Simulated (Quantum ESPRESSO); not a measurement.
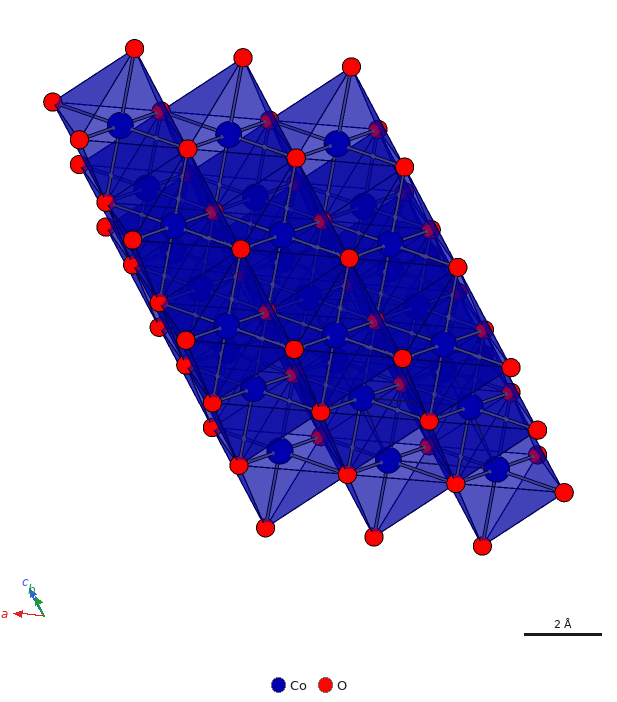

The structure (polyhedral view of the reduced cell, repeated 2 × 2 × 2, seen at an oblique angle; polyhedra are completed across the faces of the cell).

**Band-structure run, with input and output: CoO (part 1 of 2)**

- system: CoO (2 atoms in the cell)
- method: Kohn-Sham DFT of a periodic cell, revPBE, DFT+U, PseudoDojo 0.4.1 SR PBE standard (Quantum ESPRESSO 7.5)

The structure derives from a Materials Project entry.

**The program's output**
```
This program is part of the open-source Quantum ESPRESSO suite
     for quantum simulation of materials; please cite
         "P. Giannozzi et al., J. Phys.:Condens. Matter 21 395502 (2009);
         "P. Giannozzi et al., J. Phys.:Condens. Matter 29 465901 (2017);
         "P. Giannozzi et al., J. Chem. Phys. 152 154105 (2020);
          URL
     in publications or presentations arising from this work. More details at

     IMPORTANT: XC functional enforced from input :
     Exchange-correlation= REVPBE
                           (   1   4   4   4   0   0   0)
     Any further DFT definition will be discarded
     Please, verify this is what you really want

     Fixed quantization axis for GGA:     0.577382    0.577382    0.577288
     Message from routine setup:
     using ibrav=0 with symmetry is DISCOURAGED, use correct ibrav instead

     G-vector sticks info
     --------------------
     sticks:   dense  smooth     PW     G-vecs:    dense   smooth      PW
     Sum         683     683    203                11785    11785    1955

     Using Slab Decomposition

     bravais-lattice index     =            0
     lattice parameter (alat)  =       5.6879  a.u.
     unit-cell volume          =     129.2730 (a.u.)^3
     number of atoms/cell      =            2
     number of atomic types    =            2
     number of electrons       =        23.00
     number of Kohn-Sham states=           42
     kinetic-energy cutoff     =      77.0000  Ry
     charge density cutoff     =     308.0000  Ry
     scf convergence threshold =      4.0E-10
     mixing beta               =       0.3000
     number of iterations used =            8  plain     mixing
     Exchange-correlation= REVPBE
                           (   1   4   4   4   0   0   0)
     Noncollinear calculation without spin-orbit

     Hubbard projectors: ortho-atomic
     Hubbard parameters of DFT+U (Dudarev formulation) in eV:
     U(Co-3d) =  4.5000

     Internal variables: lda_plus_u =T, lda_plus_u_kind = 0

     Internal variables: orbital_resolved =F, hub_pot_fix =F, apply_U = F

     celldm(1)=   5.687909  celldm(2)=   0.000000  celldm(3)=   0.000000
     celldm(4)=   0.000000  celldm(5)=   0.000000  celldm(6)=   0.000000

     crystal axes: (cart. coord. in units of alat)
               a(1) = (   0.513342   0.296669   0.805275 )
               a(2) = (  -0.496434   0.294741   0.795530 )
               a(3) = (   0.006784  -0.575649   0.794788 )

     reciprocal axes: (cart. coord. in units 2 pi/alat)
               b(1) = (  0.985333  0.569329  0.403943 )
               b(2) = ( -0.995500  0.572998  0.423508 )
               b(3) = ( -0.001905 -1.150375  0.425020 )

     PseudoPot. # 1 for Co read from file:
     Co.upf
     Pseudo is Norm-conserving + core correction, Zval = 17.0
     Generated using ONCVPSP code by D. R. Hamann
     Using radial grid of 1388 points,  6 beta functions with:
                l(1) =   0
                l(2) =   0
                l(3) =   1
                l(4) =   1
                l(5) =   2
                l(6) =   2

     PseudoPot. # 2 for O  read from file:
     O.upf
     Pseudo is Norm-conserving + core correction, Zval =  6.0
     Generated using ONCVPSP code by D. R. Hamann
     Using radial grid of  936 points,  5 beta functions with:
                l(1) =   0
                l(2) =   0
                l(3) =   1
                l(4) =   1
                l(5) =   2

     atomic species   valence    mass     pseudopotential
     Co               17.00    58.93320     Co( 1.00)
     O                 6.00    15.99900     O ( 1.00)

      2 Sym. Ops., with inversion, found

   Cartesian axes

     site n.     atom                  positions (alat units)
         1        Co     tau(   1) = (   0.0000000   0.0000000   0.0000000  )
         2        O      tau(   2) = (   0.0118455   0.0078805   1.1977967  )

     number of k points=    14  Marzari-Vanderbilt smearing, width (Ry)=  0.0073
                       cart. coord. in units 2pi/alat
        k(    1) = (   0.0000000   0.0000000   0.0000000), wk =   0.0370370
        k(    2) = (  -0.0006351  -0.3834582   0.1416735), wk =   0.0740741
        k(    3) = (  -0.3318332   0.1909995   0.1411694), wk =   0.0740741
        k(    4) = (  -0.3324683  -0.1924587   0.2828429), wk =   0.0740741
        k(    5) = (  -0.3311981   0.5744577  -0.0005041), wk =   0.0740741
        k(    6) = (   0.3284444   0.1897763   0.1346477), wk =   0.0740741
        k(    7) = (   0.3278093  -0.1936819   0.2763211), wk =   0.0740741
        k(    8) = (   0.3290795   0.5732346  -0.0070258), wk =   0.0740741
        k(    9) = (  -0.0033888   0.3807758   0.2758171), wk =   0.0740741
        k(   10) = (  -0.0040239  -0.0026824   0.4174905), wk =   0.0740741
        k(   11) = (  -0.0027537   0.7642340   0.1341436), wk =   0.0740741
        k(   12) = (   0.6602776  -0.0012232  -0.0065217), wk =   0.0740741
        k(   13) = (   0.6596426  -0.3846814   0.1351517), wk =   0.0740741
        k(   14) = (   0.6609127   0.3822351  -0.1481952), wk =   0.0740741

     Dense  grid:    11785 G-vectors     FFT dimensions: (  32,  32,  32)

     Check: negative core charge=   -0.000001
     Generating pointlists ...
     new r_m :   0.2884 (alat units)  1.6407 (a.u.) for type    1
     new r_m :   0.2884 (alat units)  1.6407 (a.u.) for type    2

     Initial potential from superposition of free atoms

     starting charge      22.9997, renormalised to      23.0000

     STARTING HUBBARD OCCUPATIONS:

     ================= HUBBARD OCCUPATIONS ================
     ------------------------ ATOM    1 ------------------------
     Tr[ns(  1)] (up, down, total) =   4.36593  2.63407  7.00000
     eigenvalues:
       0.400  0.400  0.400  0.400  0.400  1.000  1.000  1.000  1.000  1.000
     eigenvectors (columns):
       0.074 -0.025  0.049 -0.296 -0.079 -0.053 -0.217 -0.209 -0.610 -0.035
      -0.134  0.003  0.038 -0.297 -0.072 -0.056 -0.232  0.496 -0.109 -0.037
      -0.042 -0.137  0.115  0.019  0.235  0.109  0.450  0.171 -0.267  0.072
      -0.035 -0.203  0.040  0.055 -0.149 -0.409  0.142  0.000 -0.000 -0.269
       0.000 -0.124 -0.286 -0.056  0.071  0.345  0.000 -0.000  0.000 -0.525
      -0.504  0.139 -0.145  0.556  0.096 -0.036 -0.149 -0.074 -0.418 -0.024
       0.600 -0.045 -0.053  0.493  0.088 -0.048 -0.196 -0.035  0.012 -0.031
       0.113  0.417 -0.359  0.053 -0.674  0.088  0.364 -0.063 -0.162  0.058
       0.117  0.675 -0.134 -0.183  0.494 -0.363  0.126  0.000  0.000 -0.239
      -0.001  0.340  0.782  0.152 -0.195  0.253  0.000  0.000  0.000 -0.384
     occupations, | n_(i1, i2)^(sigma1, sigma2) |:
       0.873  0.000  0.000  0.000  0.000  0.245  0.000  0.000  0.000  0.000
       0.000  0.873  0.000  0.000  0.000  0.000  0.245  0.000  0.000  0.000
       0.000  0.000  0.873  0.000  0.000  0.000  0.000  0.245  0.000  0.000
       0.000  0.000  0.000  0.873  0.000  0.000  0.000  0.000  0.245  0.000
       0.000  0.000  0.000  0.000  0.873  0.000  0.000  0.000  0.000  0.245
       0.245  0.000  0.000  0.000  0.000  0.527  0.000  0.000  0.000  0.000
       0.000  0.245  0.000  0.000  0.000  0.000  0.527  0.000  0.000  0.000
       0.000  0.000  0.245  0.000  0.000  0.000  0.000  0.527  0.000  0.000
       0.000  0.000  0.000  0.245  0.000  0.000  0.000  0.000  0.527  0.000
       0.000  0.000  0.000  0.000  0.245  0.000  0.000  0.000  0.000  0.527
     Atomic magnetic moment mx, my, mz =     1.732145    1.732145    1.731863

     Number of occupied Hubbard levels =    7.0000

 ==============================================================================
     atom number    1 relative position :    0.0000   0.0000   0.0000
     charge :    14.565870  (integrated on a sphere of radius 0.288)
     magnetization :          0.983625    0.983625    0.983465
     magnetization/charge:    0.067529    0.067529    0.067518
     polar coord.: r, theta, phi [deg] :     1.703597   54.740000   45.000000

 ==============================================================================

 ==============================================================================
     atom number    2 relative position :    0.0118   0.0079   1.1978
     charge :     5.423771  (integrated on a sphere of radius 0.288)
     magnetization :          0.027020    0.027020    0.027015
     magnetization/charge:    0.004982    0.004982    0.004981
     polar coord.: r, theta, phi [deg] :     0.046797   54.740000   45.000000

 ==============================================================================

     Atomic wfc used for Hubbard projectors are orthogonalized

     Starting wfcs are   28 randomized atomic wfcs +   14 random wfcs

     Self-consistent Calculation

     iteration #  1     ecut=    77.00 Ry     beta= 0.30
     Davidson diagonalization with overlap
     ethr =  1.00E-02,  avg # of iterations =  5.9

     ================= HUBBARD OCCUPATIONS ================
     ------------------------ ATOM    1 ------------------------
     Tr[ns(  1)] (up, down, total) =   4.41504  2.84572  7.26076
     eigenvalues:
       0.276  0.284  0.559  0.566  0.586  0.997  0.997  0.998  0.998  0.998
     eigenvectors (columns):
      -0.007 -0.001 -0.130 -0.010  0.298  0.024 -0.000 -0.544  0.058 -0.310
       0.228 -0.123 -0.151  0.111 -0.057 -0.441  0.264 -0.157  0.176  0.273
       0.126  0.223 -0.099 -0.169 -0.045 -0.253 -0.466 -0.128 -0.282  0.149
       0.094  0.177  0.129  0.211  0.066 -0.185 -0.292  0.166  0.452 -0.215
       0.170 -0.098  0.199 -0.142  0.086 -0.320  0.166  0.181 -0.277 -0.394
       0.018  0.002  0.356  0.027 -0.813  0.017 -0.000 -0.397  0.043 -0.227
      -0.624  0.336  0.411 -0.304  0.157 -0.323  0.193 -0.114  0.129  0.200
      -0.344 -0.609  0.270  0.461  0.124 -0.184 -0.338 -0.093 -0.206  0.109
      -0.257 -0.484 -0.351 -0.577 -0.180 -0.135 -0.212  0.120  0.330 -0.157
      -0.464  0.266 -0.545  0.388 -0.235 -0.234  0.122  0.132 -0.203 -0.289
     occupations, | n_(i1, i2)^(sigma1, sigma2) |:
       0.910  0.000  0.000  0.002  0.002  0.170  0.000  0.000  0.003  0.004
       0.000  0.867  0.001  0.000  0.030  0.000  0.251  0.003  0.000  0.056
       0.000  0.001  0.869  0.029  0.000  0.000  0.003  0.248  0.056  0.000
       0.002  0.000  0.029  0.884  0.000  0.003  0.000  0.056  0.221  0.001
       0.002  0.030  0.000  0.000  0.884  0.004  0.056  0.000  0.001  0.220
       0.170  0.000  0.000  0.003  0.004  0.670  0.001  0.000  0.006  0.008
       0.000  0.251  0.003  0.000  0.056  0.001  0.512  0.005  0.000  0.108
       0.000  0.003  0.248  0.056  0.000  0.000  0.005  0.519  0.108  0.000
       0.003  0.000  0.056  0.221  0.001  0.006  0.000  0.108  0.572  0.001
       0.004  0.056  0.000  0.001  0.220  0.008  0.108  0.000  0.001  0.574
     Atomic magnetic moment mx, my, mz =     1.569593    1.569586    1.569326

     Number of occupied Hubbard levels =    7.2608

     total energy              =    -338.88583044 Ry
     estimated scf accuracy    <       0.28934660 Ry

     total magnetization       =     1.73     1.73     1.73 Bohr mag/cell
     absolute magnetization    =     3.00 Bohr mag/cell

     iteration #  2     ecut=    77.00 Ry     beta= 0.30
     Davidson diagonalization with overlap
     ethr =  1.26E-03,  avg # of iterations =  2.1

     total energy              =    -338.96656280 Ry
     estimated scf accuracy    <       0.06804689 Ry

     total magnetization       =     1.77     1.77     1.77 Bohr mag/cell
     absolute magnetization    =     3.07 Bohr mag/cell

     iteration #  3     ecut=    77.00 Ry     beta= 0.30
     Davidson diagonalization with overlap
     ethr =  2.96E-04,  avg # of iterations =  3.4

     total energy              =    -338.98912023 Ry
     estimated scf accuracy    <       0.03611370 Ry

     total magnetization       =     1.73     1.73     1.73 Bohr mag/cell
     absolute magnetization    =     3.00 Bohr mag/cell

     iteration #  4     ecut=    77.00 Ry     beta= 0.30
     Davidson diagonalization with overlap
     ethr =  1.57E-04,  avg # of iterations =  1.0

     total energy              =    -338.99546272 Ry
     estimated scf accuracy    <       0.03698925 Ry

     total magnetization       =     1.73     1.73     1.73 Bohr mag/cell
     absolute magnetization    =     3.01 Bohr mag/cell

     iteration #  5     ecut=    77.00 Ry     beta= 0.30
     Davidson diagonalization with overlap
     ethr =  1.57E-04,  avg # of iterations =  1.0

     total energy              =    -339.00777240 Ry
     estimated scf accuracy    <       0.03562534 Ry

     total magnetization       =     1.73     1.73     1.73 Bohr mag/cell
     absolute magnetization    =     3.01 Bohr mag/cell

     iteration #  6     ecut=    77.00 Ry     beta= 0.30
     Davidson diagonalization with overlap
     ethr =  1.55E-04,  avg # of iterations =  1.0

     total energy              =    -339.00413604 Ry
     estimated scf accuracy    <       0.05210203 Ry

     total magnetization       =     1.73     1.73     1.73 Bohr mag/cell
     absolute magnetization    =     3.01 Bohr mag/cell

     iteration #  7     ecut=    77.00 Ry     beta= 0.30
     Davidson diagonalization with overlap
     ethr =  1.55E-04,  avg # of iterations =  1.0

     total energy              =    -339.01038143 Ry
     estimated scf accuracy    <       0.00883557 Ry

     total magnetization       =     1.73     1.73     1.73 Bohr mag/cell
     absolute magnetization    =     3.02 Bohr mag/cell

     iteration #  8     ecut=    77.00 Ry     beta= 0.30
     Davidson diagonalization with overlap
     ethr =  3.84E-05,  avg # of iterations =  1.1

     total energy              =    -339.00996931 Ry
     estimated scf accuracy    <       0.01114628 Ry

     total magnetization       =     1.73     1.73     1.73 Bohr mag/cell
     absolute magnetization    =     3.03 Bohr mag/cell

     iteration #  9     ecut=    77.00 Ry     beta= 0.30
     Davidson diagonalization with overlap
     ethr =  3.84E-05,  avg # of iterations =  1.0

     total energy              =    -339.01101043 Ry
     estimated scf accuracy    <       0.00852065 Ry

     total magnetization       =     1.73     1.73     1.73 Bohr mag/cell
     absolute magnetization    =     3.03 Bohr mag/cell

     iteration # 10     ecut=    77.00 Ry     beta= 0.30
     Davidson diagonalization with overlap
     ethr =  3.70E-05,  avg # of iterations =  1.0

     total energy              =    -339.01283561 Ry
     estimated scf accuracy    <       0.00292298 Ry

     total magnetization       =     1.73     1.73     1.73 Bohr mag/cell
     absolute magnetization    =     3.03 Bohr mag/cell

[... 66 further cycles ...]
     iteration # 77     ecut=    77.00 Ry     beta= 0.30
     Davidson diagonalization with overlap
     ethr =  2.28E-12,  avg # of iterations =  2.0

     total energy              =    -339.01305469 Ry
     estimated scf accuracy    <          5.3E-10 Ry

     total magnetization       =     1.73     1.73     1.73 Bohr mag/cell
     absolute magnetization    =     3.03 Bohr mag/cell

     iteration # 78     ecut=    77.00 Ry     beta= 0.30
     Davidson diagonalization with overlap
     ethr =  2.28E-12,  avg # of iterations =  1.9

     total energy              =    -339.01305470 Ry
     estimated scf accuracy    <          5.1E-10 Ry

     total magnetization       =     1.73     1.73     1.73 Bohr mag/cell
     absolute magnetization    =     3.03 Bohr mag/cell

     iteration # 79     ecut=    77.00 Ry     beta= 0.30
     Davidson diagonalization with overlap
     ethr =  2.20E-12,  avg # of iterations =  2.0

     total energy              =    -339.01305469 Ry
     estimated scf accuracy    <          6.2E-10 Ry

     total magnetization       =     1.73     1.73     1.73 Bohr mag/cell
     absolute magnetization    =     3.03 Bohr mag/cell

     iteration # 80     ecut=    77.00 Ry     beta= 0.30
     Davidson diagonalization with overlap
     ethr =  2.20E-12,  avg # of iterations =  2.0

     total energy              =    -339.01305469 Ry
     estimated scf accuracy    <          5.6E-10 Ry

     total magnetization       =     1.73     1.73     1.73 Bohr mag/cell
     absolute magnetization    =     3.03 Bohr mag/cell

     iteration # 81     ecut=    77.00 Ry     beta= 0.30
     Davidson diagonalization with overlap
     ethr =  2.20E-12,  avg # of iterations =  2.0

     total energy              =    -339.01305470 Ry
     estimated scf accuracy    <          5.4E-10 Ry

     total magnetization       =     1.73     1.73     1.73 Bohr mag/cell
     absolute magnetization    =     3.03 Bohr mag/cell

     iteration # 82     ecut=    77.00 Ry     beta= 0.30
     Davidson diagonalization with overlap
     ethr =  2.20E-12,  avg # of iterations =  2.0

     total energy              =    -339.01305470 Ry
     estimated scf accuracy    <          4.8E-10 Ry

     total magnetization       =     1.73     1.73     1.73 Bohr mag/cell
     absolute magnetization    =     3.03 Bohr mag/cell

     iteration # 83     ecut=    77.00 Ry     beta= 0.30
     Davidson diagonalization with overlap
     ethr =  2.07E-12,  avg # of iterations =  2.0

     total energy              =    -339.01305470 Ry
     estimated scf accuracy    <          4.5E-10 Ry

     total magnetization       =     1.73     1.73     1.73 Bohr mag/cell
     absolute magnetization    =     3.03 Bohr mag/cell

     iteration # 84     ecut=    77.00 Ry     beta= 0.30
     Davidson diagonalization with overlap
     ethr =  1.97E-12,  avg # of iterations =  2.0

     total energy              =    -339.01305470 Ry
     estimated scf accuracy    <          4.3E-10 Ry
```
